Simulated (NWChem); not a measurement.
# C3H9N (propylamine) at 6 levels

Aim: a comparison of 6 runs (B3LYP/def2-SVP, M06-L/def2-SVP, PBE0/def2-SVP, TPSS/def2-SVP, r2SCAN/def2-SVP, revPBE/def2-SVP) of C3H9N (propylamine). 

The calculation is run with NWChem 7.3.0.

1 further run of the same task is left out (set aside as unsound or not needed).

**1. The system as given**

C3H9N has 13 atoms, charge 0, and is taken as a singlet. SMILES: `CCCN`. The coordinates come from a PBE0-D4/def2-TZVP relaxation. This is one conformer, not always the lowest.

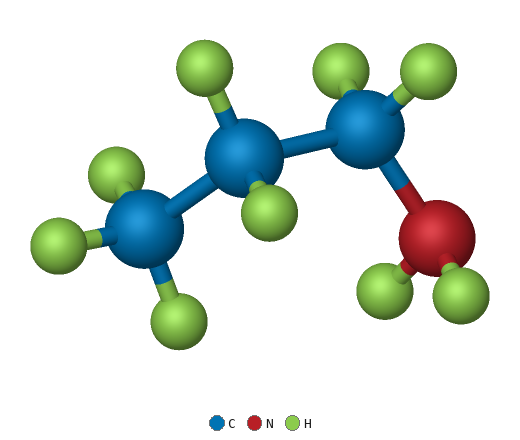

Viewed from a chosen angle; carbon blue, nitrogen red, hydrogen green.

**2. Energy and forces at B3LYP/def2-SVP (run 1)**

File c3h9n.nw:

```
START c3h9n
TITLE "C3H9N"
memory total 2200 mb
GEOMETRY units angstrom noautosym nocenter noautoz
 C       -1.377900       0.221800       0.509700
 C       -0.298300      -0.788700       0.163000
 C        1.099100      -0.182300       0.067600
 N        1.304000       0.822500      -0.961500
 H       -2.359000      -0.251500       0.588100
 H       -1.167200       0.709300       1.466500
 H       -1.456900       1.003200      -0.251000
 H       -0.539700      -1.277600      -0.788900
 H       -0.282600      -1.582700       0.918600
 H        1.361700       0.270300       1.030600
 H        1.826800      -0.983100      -0.098000
 H        1.066200       0.451400      -1.873800
 H        0.709100       1.626300      -0.805800
END
BASIS spherical bse
 * library def2-SVP
END
DFT
 xc b3lyp
 mult 1
 grid fine
 convergence energy 1e-08
 maxiter 100
 mulliken
 noprint "final vectors analysis"
END
TASK dft gradient
```

Launch:

```
nwchem c3h9n.nw > c3h9n.out
```

Standard output:

```text
[...]
          Wavefunction type:  closed shell.
          No. of atoms     :    13
          No. of electrons :    34
[...]
          Charge           :     0
          Spin multiplicity:     1
[...]
          AO basis - number of functions:   101
[...]
              XC Information
              --------------
                         B3LYP Method XC Potential
                     Hartree-Fock (Exact) Exchange  0.200
                        Slater Exchange Functional  0.800 local
                    Becke 1988 Exchange Functional  0.720 non-local
              Lee-Yang-Parr Correlation Functional  0.810
                  VWN I RPA Correlation Functional  0.190 local
[...]
 d= 0,ls=0.0,diis     1   -174.3138220392 -3.08D+02  8.18D-03  3.63D-01     2.9
[...]
 d= 0,ls=0.0,diis     8   -174.3590460240 -2.40D-09  1.45D-06  2.46D-08    19.1
         Total DFT energy =     -174.359046024014
      One electron energy =     -498.219072446910
           Coulomb energy =      216.803739131634
    Exchange-Corr. energy =      -26.578456242988
 Nuclear repulsion energy =      133.634743534250
[...]
      Total Density - Mulliken Population Analysis
     ---------------------------------------------
    Atom       Charge   Shell Charges
 -----------   ------   -------------------------------------------------------
    1 C    6     6.00   1.98  0.90  0.10  2.13  0.84  0.03
    2 C    6     6.01   1.98  0.92  0.10  2.13  0.83  0.04
    3 C    6     5.91   1.98  0.92  0.08  2.11  0.76  0.05
    4 N    7     7.22   1.99  1.01  0.41  2.45  1.36  0.02
    5 H    1     0.99   0.75  0.22  0.02
    6 H    1     1.00   0.75  0.22  0.02
    7 H    1     1.01   0.75  0.23  0.02
    8 H    1     1.01   0.76  0.23  0.02
    9 H    1     1.01   0.76  0.23  0.02
   10 H    1     1.01   0.76  0.22  0.02
[...]
  wavefunction    = closed shell
[...]
```

It took 24 s on 1 thread of AMD EPYC 7B13 (Zen 3), shared host; peak memory 0.12 GiB.

**3. Energy and forces at M06-L/def2-SVP (run 2)**

File geom.nw:

```
start geom
title "C3H9N"
memory total 2200 mb

geometry units angstroms noautosym nocenter noautoz
C     -1.377900     0.221800     0.509700
C     -0.298300    -0.788700     0.163000
C      1.099100    -0.182300     0.067600
N      1.304000     0.822500    -0.961500
H     -2.359000    -0.251500     0.588100
H     -1.167200     0.709300     1.466500
H     -1.456900     1.003200    -0.251000
H     -0.539700    -1.277600    -0.788900
H     -0.282600    -1.582700     0.918600
H      1.361700     0.270300     1.030600
H      1.826800    -0.983100    -0.098000
H      1.066200     0.451400    -1.873800
H      0.709100     1.626300    -0.805800
end

basis "ao basis" spherical bse
C library def2-SVP
N library def2-SVP
H library def2-SVP
end

dft
xc m06-l
grid fine
convergence energy 1e-08
maxiter 100
mulliken
end

task dft gradient
```

Launch:

```
nwchem geom.nw > geom.out
```

Standard output:

```text
[...]
          Wavefunction type:  closed shell.
          No. of atoms     :    13
          No. of electrons :    34
[...]
          Charge           :     0
          Spin multiplicity:     1
[...]
          AO basis - number of functions:   101
[...]
              XC Information
              --------------
                        M06-L Method XC Functional
                         M06-L Exchange Functional  1.000
                       M06-L Correlation Potential  1.000
[...]
 d= 0,ls=0.0,diis     1   -174.2886771647 -3.08D+02  7.80D-03  3.32D-01     3.5
[...]
 d= 0,ls=0.0,diis    10   -174.3304142604 -3.19D-09  5.70D-07  3.91D-09    30.4
         Total DFT energy =     -174.330414260424
      One electron energy =     -498.209105358857
           Coulomb energy =      216.817556686003
    Exchange-Corr. energy =      -26.573609121821
 Nuclear repulsion energy =      133.634743534250
[...]
      Total Density - Mulliken Population Analysis
     ---------------------------------------------
    Atom       Charge   Shell Charges
 -----------   ------   -------------------------------------------------------
    1 C    6     6.11   1.99  0.90  0.21  2.10  0.89  0.02
    2 C    6     6.12   1.99  0.92  0.21  2.10  0.87  0.04
    3 C    6     5.94   1.99  0.92  0.15  2.08  0.76  0.05
    4 N    7     7.32   1.99  1.01  0.46  2.41  1.43  0.02
    5 H    1     0.95   0.76  0.16  0.03
    6 H    1     0.95   0.76  0.17  0.03
    7 H    1     0.97   0.76  0.18  0.03
    8 H    1     0.97   0.77  0.17  0.02
    9 H    1     0.96   0.77  0.17  0.02
   10 H    1     0.97   0.78  0.17  0.02
[...]
  wavefunction    = closed shell
[...]
```

It took 39 s on 1 thread of AMD EPYC 7B13 (Zen 3), shared host; peak memory 0.12 GiB.

Run 3 isn't shown in full; the table further down has it.

**4. Energy and gradient at TPSS/def2-SVP (run 4)**

File c3h9n.xyz:

```xyz
13

C     -1.377900     0.221800     0.509700
C     -0.298300    -0.788700     0.163000
C      1.099100    -0.182300     0.067600
N      1.304000     0.822500    -0.961500
H     -2.359000    -0.251500     0.588100
H     -1.167200     0.709300     1.466500
H     -1.456900     1.003200    -0.251000
H     -0.539700    -1.277600    -0.788900
H     -0.282600    -1.582700     0.918600
H      1.361700     0.270300     1.030600
H      1.826800    -0.983100    -0.098000
H      1.066200     0.451400    -1.873800
H      0.709100     1.626300    -0.805800
```

File c3h9n.nw:

```
start c3h9n
memory stack 880 mb heap 220 mb global 1100 mb
geometry noautosym nocenter noautoz
 load c3h9n.xyz
end
basis spherical bse
 * library def2-SVP
end
dft
 xc xtpss03 ctpss03
 grid fine
 convergence energy 1e-08
 iterations 100
 mulliken
end
task dft gradient
```

Launch:

```
nwchem c3h9n.nw > c3h9n.out
```

Standard output:

```text
[...]
          Wavefunction type:  closed shell.
          No. of atoms     :    13
          No. of electrons :    34
[...]
          Charge           :     0
          Spin multiplicity:     1
[...]
          AO basis - number of functions:   101
[...]
              XC Information
              --------------
                  TPSS metaGGA Exchange Functional  1.000
             TPSS03 metaGGA Correlation Functional  1.000
[...]
 d= 0,ls=0.0,diis     1   -174.3381550533 -3.08D+02  8.68D-03  3.34D-01     3.4
[...]
 d= 0,ls=0.0,diis     8   -174.3847699390 -3.64D-09  3.00D-06  6.75D-08    23.7
         Total DFT energy =     -174.384769938958
      One electron energy =     -498.196426560379
           Coulomb energy =      216.793671187072
    Exchange-Corr. energy =      -26.616758099901
 Nuclear repulsion energy =      133.634743534250
[...]
      Total Density - Mulliken Population Analysis
     ---------------------------------------------
    Atom       Charge   Shell Charges
 -----------   ------   -------------------------------------------------------
    1 C    6     6.02   1.99  0.90  0.12  2.12  0.86  0.03
    2 C    6     6.05   1.99  0.92  0.13  2.12  0.85  0.04
    3 C    6     5.93   1.99  0.92  0.10  2.10  0.78  0.05
    4 N    7     7.24   1.99  1.01  0.42  2.44  1.36  0.02
    5 H    1     0.98   0.76  0.20  0.02
    6 H    1     0.99   0.76  0.20  0.02
    7 H    1     1.00   0.76  0.22  0.02
    8 H    1     1.00   0.77  0.21  0.02
    9 H    1     1.00   0.77  0.21  0.02
   10 H    1     0.99   0.77  0.20  0.02
[...]
  wavefunction    = closed shell
[...]
```

Run time: 32 s. Hardware: 1 thread of AMD EPYC 7B13 (Zen 3), shared host; peak memory 0.12 GiB.

Run 5 isn't shown in full; the table further down has it.

**5. Energy and gradient at revPBE/def2-SVP (run 6)**

File c3h9n.nw:

```
echo
START c3h9n
TITLE "C3H9N gradient"
memory 2200 mb

GEOMETRY units angstroms noautosym nocenter noautoz
   C    -1.377900    0.221800    0.509700
   C    -0.298300   -0.788700    0.163000
   C     1.099100   -0.182300    0.067600
   N     1.304000    0.822500   -0.961500
   H    -2.359000   -0.251500    0.588100
   H    -1.167200    0.709300    1.466500
   H    -1.456900    1.003200   -0.251000
   H    -0.539700   -1.277600   -0.788900
   H    -0.282600   -1.582700    0.918600
   H     1.361700    0.270300    1.030600
   H     1.826800   -0.983100   -0.098000
   H     1.066200    0.451400   -1.873800
   H     0.709100    1.626300   -0.805800
END

BASIS "ao basis" spherical bse
   C library def2-SVP
   N library def2-SVP
   H library def2-SVP
END

DFT
   xc revpbe cpbe96
   mult 1
   grid fine
   convergence energy 1e-08
   iterations 100
   mulliken
END

TASK dft gradient
```

Launch:

```
nwchem c3h9n.nw > c3h9n.out
```

Standard output:

```text
[...]
          Wavefunction type:  closed shell.
          No. of atoms     :    13
          No. of electrons :    34
[...]
          Charge           :     0
          Spin multiplicity:     1
[...]
          AO basis - number of functions:   101
[...]
              XC Information
              --------------
                        RevPBE Exchange Functional  1.000
            Perdew 1991 LDA Correlation Functional  1.000 local
           PerdewBurkeErnz. Correlation Functional  1.000 non-local
[...]
 d= 0,ls=0.0,diis     1   -174.2538070401 -3.08D+02  9.73D-03  3.73D-01     2.9
[...]
 d= 0,ls=0.0,diis     8   -174.2980005359 -5.22D-10  4.04D-06  1.60D-07    19.4
         Total DFT energy =     -174.298000535927
      One electron energy =     -498.203419509404
           Coulomb energy =      216.781028258930
    Exchange-Corr. energy =      -26.510352819704
 Nuclear repulsion energy =      133.634743534250
[...]
      Total Density - Mulliken Population Analysis
     ---------------------------------------------
    Atom       Charge   Shell Charges
 -----------   ------   -------------------------------------------------------
    1 C    6     6.01   1.98  0.91  0.11  2.13  0.85  0.03
    2 C    6     6.04   1.98  0.93  0.12  2.12  0.85  0.03
    3 C    6     5.93   1.98  0.92  0.09  2.10  0.78  0.05
    4 N    7     7.21   1.99  1.01  0.42  2.43  1.35  0.02
    5 H    1     0.98   0.75  0.21  0.02
    6 H    1     0.99   0.75  0.21  0.02
    7 H    1     1.00   0.75  0.23  0.02
    8 H    1     1.00   0.76  0.22  0.02
    9 H    1     1.00   0.76  0.22  0.02
   10 H    1     1.00   0.76  0.21  0.02
[...]
  wavefunction    = closed shell
[...]
```

It took 25 s on 1 thread of AMD EPYC 7B13 (Zen 3), shared host; peak memory 0.12 GiB.

**6. All runs side by side**

```
run            level  energy (Eh)  dipole moment (D)  largest force (eV/Å)  wall time
  1   B3LYP/def2-SVP  -174.359046               1.25                 0.338       24 s
  2   M06-L/def2-SVP  -174.330414               1.29                 0.479       39 s
  3    PBE0/def2-SVP  -174.145203               1.29                 0.452       25 s
  4    TPSS/def2-SVP  -174.384770               1.21                 0.648       32 s
  5  r2SCAN/def2-SVP  -174.241661               1.27                 0.389       32 s
  6  revPBE/def2-SVP  -174.298001               1.19                 0.760       25 s
```

**7. What came out**

| quantity | value |
| --- | --- |
| run 6: total energy | -174.29800 Eh |
| run 6: dipole moment | 1.19 D |
| run 6: HOMO energy | -4.92 eV |
| run 6: LUMO energy | 0.92 eV |
| run 6: HOMO–LUMO gap | 5.84 eV |
| run 6: largest force on an atom | 0.760 eV/Å |

The dipole moment (its size) runs from 1.19 D (revPBE/def2-SVP) to 1.29 D (PBE0/def2-SVP). Over runs 2, 3, 4, 5, 6 the HOMO–LUMO gap runs from 5.84 eV (revPBE/def2-SVP) to 8.22 eV (PBE0/def2-SVP). Totals of different functionals can't be ranked against each other. All runs together took 3 min, the longest 39 s.
